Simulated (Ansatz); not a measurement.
# Calculations on Al3Cu

**1. Relaxation**

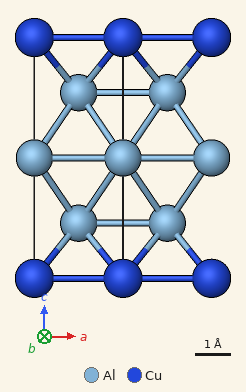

Crystalline Al3Cu (set up in P4/mmm), before the relaxation. A ball-and-stick model of the cell of the calculation, repeated 2 × 1 × 1 with one cell outlined, seen along the b axis.

Case: relaxed at 60 GPa.

Theory: DFT r2SCAN, scalar-relativistic, plane waves, PAW (Ansatz).

The input:
```yaml
crystal:
  lattice:
    - [2.5427367311, 0.0, 0.0]
    - [0.0, 2.5427367311, 0.0]
    - [0.0, 0.0, 6.9099270319]
  atoms:
    - { symbol: Al, position: [0.0, 0.0, 0.5] }
    - { symbol: Al, position: [0.5, 0.5, 0.2290321819] }
    - { symbol: Al, position: [0.5, 0.5, 0.7709678181] }
    - { symbol: Cu, position: [0.0, 0.0, 0.0] }
basis:
  ecutwfc: 500
kpoints:
  mp_grid: { grid: [16, 16, 6] }
hamiltonian:
  xc: r2scan
scf:
  occupations: { method: gaussian, width: 0.1 }
output:
  forces: true
  stress: true
  eigenvalues: true
  write_density: true
  write_potential: true
  elf: true
  volumetric_format: npy
relax:
  adjacent_minimum: "off"
  f_tol: 0.008
  max_steps: 50
  cell: { stress_tol: 0.08, p_target: 60.0 }
```

Command:
```bash
ansatz run input.yaml --threads 1 --pin off --max-ram 2560MiB --backend cpu --events-out ev --progress --plain --runs-dir out
```

> Predict the outcome.

The largest moves relative to the cell, 0.018 Å, are those of Al2 and Al3. Al2 goes along +c. Cu stays in place. Cell: a = b 2.543 → 2.519 Å (−0.9 %), c 6.910 → 6.834 Å (−1.1 %). Volume −3.0 %. Some distances before and after: Al1–Al2 2.596 → 2.556 Å, Al1–Al1 2.543 → 2.519 Å, Cu4–Cu4 2.543 → 2.519 Å, Al2–Cu4 2.395 → 2.383 Å. The space group stays P4/mmm (No. 123). After 2 accepted moves (3 points after the start) the energy has risen by 113 meV per atom. With the target pressure of 60 GPa, the enthalpy E + pV changes by −10.6 meV per atom. The largest force component goes from 0.2 to 0.0053 eV/Å. Pressure: 50.88 GPa at the start and 59.97 GPa at the end. The SCF was repeated once at an unchanged geometry on a basis and grid sized afresh for the cell, which shifted the energy by 0.1 meV per atom at most.

Step by step:

| step | E − E(0), meV/atom | largest force component, eV/Å | pressure, GPa | volume, Å³/atom | note |
| --- | --- | --- | --- | --- | --- |
| 0 | 0.00 | 0.1994 | 50.88 | 11.169 |  |
| 1 | 108.74 | 0.0159 | 59.58 | 10.850 |  |
| 2 | 113.44 | 0.0055 | 59.97 | 10.838 |  |
| 3 | 113.50 | 0.0053 | 59.97 | 10.838 | same geometry, new basis |

After the run, drawn alike:

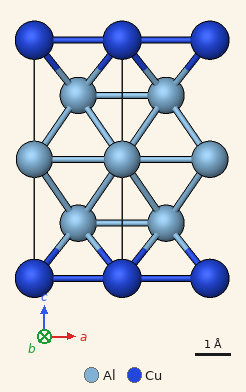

**2. Relaxation**

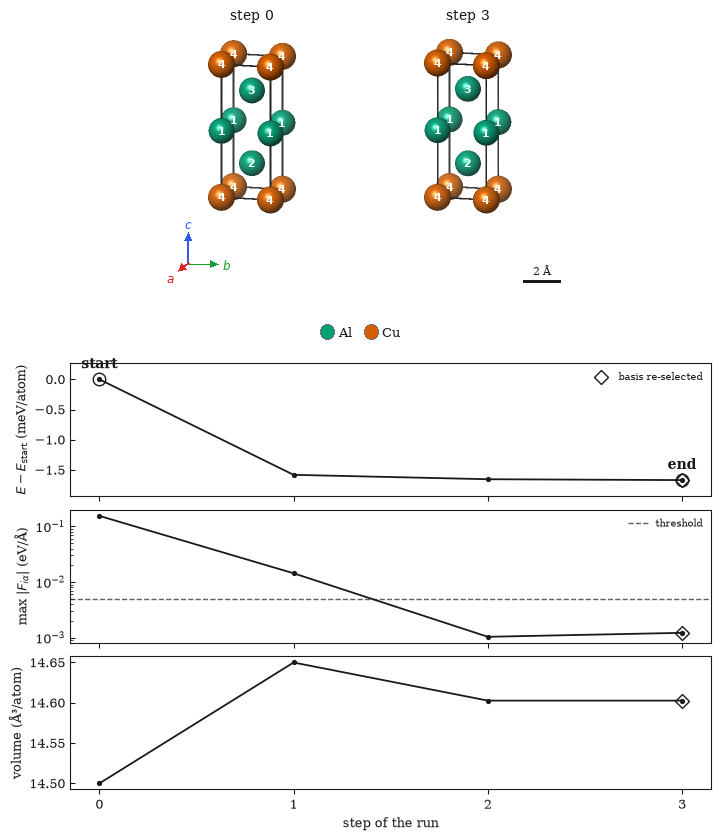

First and last geometry of a relaxation of solid Al3Cu (set up in P4/mmm), with the history of the run. A spheres-only model of the cell of the calculation, seen slightly off an axis.

All numbers below come from DFT r2SCAN, scalar-relativistic, plane waves, PAW in Ansatz. Settings: plane-wave cutoff 500 eV; k-point mesh 16 × 16 × 6; occupations gaussian; smearing width 0.1 eV; no spin polarisation; cell and atoms relaxed; force threshold 0.005 eV/Å; at most 80 steps.

Read the history and describe the run.

It converged. The largest moves relative to the cell, 0.026 Å, are those of Al2 and Al3. Al3 goes along +c. Cu stays in place. The drawn cell changes as follows: a = b 2.778 → 2.774 Å (−0.2 %), c 7.513 → 7.592 Å (+1.0 %); the volume changes by +0.7 %. Among the contacts that change: Al1–Al2 2.845 → 2.878 Å, Al2–Cu4 2.597 → 2.589 Å, Al1–Al1 2.778 → 2.774 Å, Cu4–Cu4 2.778 → 2.774 Å. The space group stays P4/mmm (No. 123). After 2 accepted moves (3 points after the start) the energy has fallen by 1.7 meV per atom. The largest force component goes from 0.15 to 0.0012 eV/Å. Pressure: 0.49 GPa at the start and −0.02 GPa at the end. The SCF was repeated once at an unchanged geometry on a basis and grid sized afresh for the cell, which shifted the energy by less than 0.05 meV per atom at most. The run took 110 s on 1 thread of Arm Neoverse V2 (shared host), peak memory 0.64 GiB.

| step | E − E(0), meV/atom | largest force component, eV/Å | pressure, GPa | volume, Å³/atom | note |
| --- | --- | --- | --- | --- | --- |
| 0 | 0.00 | 0.1544 | 0.49 | 14.500 |  |
| 1 | -1.58 | 0.0144 | -0.38 | 14.650 |  |
| 2 | -1.65 | 0.0010 | -0.02 | 14.603 |  |
| 3 | -1.67 | 0.0012 | -0.02 | 14.603 | same geometry, new basis |

**3. Series**

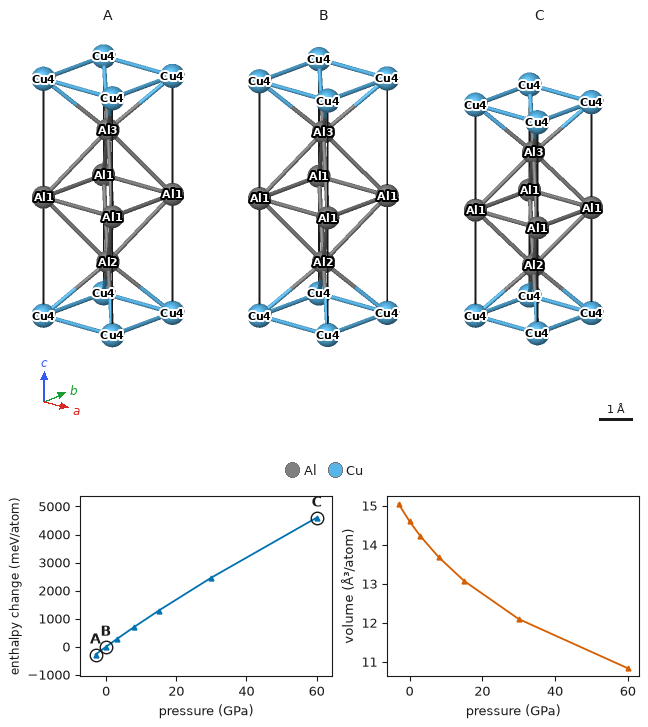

Members of a series of calculations on crystalline Al$_{3}$Cu (set up in P4/mmm), marked on the first curve. A ball-and-stick model of the cell of the calculation, seen from a free direction.

The calculation used Ansatz 0.2.0, DFT r2SCAN, scalar-relativistic, plane waves, PAW. Set-up: plane-wave cutoff 500 eV; k-point mesh 16 × 16 × 6; occupations gaussian; smearing width 0.1 eV; no spin polarisation.

> How does the crystal respond to pressure?

The structure is relaxed at several pressures. A (pressure −3.0 GPa): enthalpy change −277 meV/atom, volume 15.05 Å³ per atom. B (pressure 0.0 GPa): enthalpy change 0.0 meV/atom, volume 14.60 Å³ per atom. C (pressure 60.0 GPa): enthalpy change 4602 meV/atom, volume 10.84 Å³ per atom. The rest compares A with C. The volume changes by −28.0 %, with a = b 2.801 → 2.519 Å (−10.1 %), c 7.674 → 6.834 Å (−10.9 %). Near-neighbour distances before and after: Al–Al 2.915 → 2.556 Å, Al–Al 2.801 → 2.519 Å, Cu–Cu 2.801 → 2.519 Å.
